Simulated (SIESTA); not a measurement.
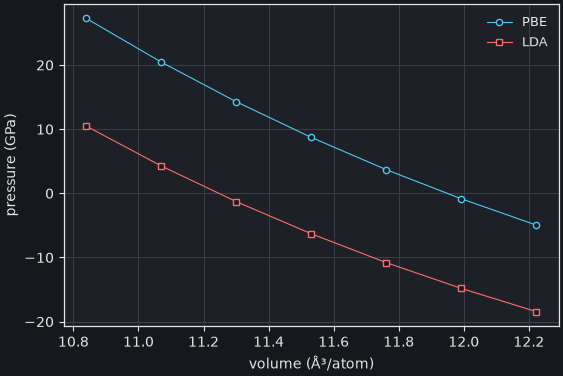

The figure shows the pressure against volume, with one curve for each functional, for HfO₂ (space group P2_1/c).

Method: DFT in numerical atomic orbitals with pseudopotentials, no spin polarisation; energies at scaled volumes of the given cell, shape and fractions fixed, counted from the fit's minimum, third-order Birch-Murnaghan fit (SIESTA 5.4.2). All runs: no spin polarisation.

occupations Fermi–Dirac; smearing width 0.05 eV; potentials PseudoDojo 0.4 standard, converted to PSML, two zetas on semicore shells.

Settings that differ: PBE: k mesh 5×5×5; LDA: k mesh 4×4×4.

Question: Order the curves by fitted equilibrium volume, smallest first.

Answer: LDA 11.244, PBE 11.947 Å³/atom.

Question: Order the curves by fitted bulk modulus, smallest first.

Answer: PBE 227.9, LDA 264.3 GPa.

Question: For PBE: how does the pressure vary with volume?

Answer: It falls from 27.27 GPa at volume 10.84 Å³/atom to −4.96 GPa at 12.22 Å³/atom, and changes sign near 11.95 Å³/atom.

Question: For LDA: read off the course of the pressure.

Answer: It falls from 10.48 GPa at volume 10.84 Å³/atom to −18.45 GPa at 12.22 Å³/atom, and changes sign near 11.25 Å³/atom.

Caveats: mulliken charges of long orbitals; short basis over semicore shells; shape and atomic fractions are frozen while scaling, which makes layered, chain and framework solids too stiff.
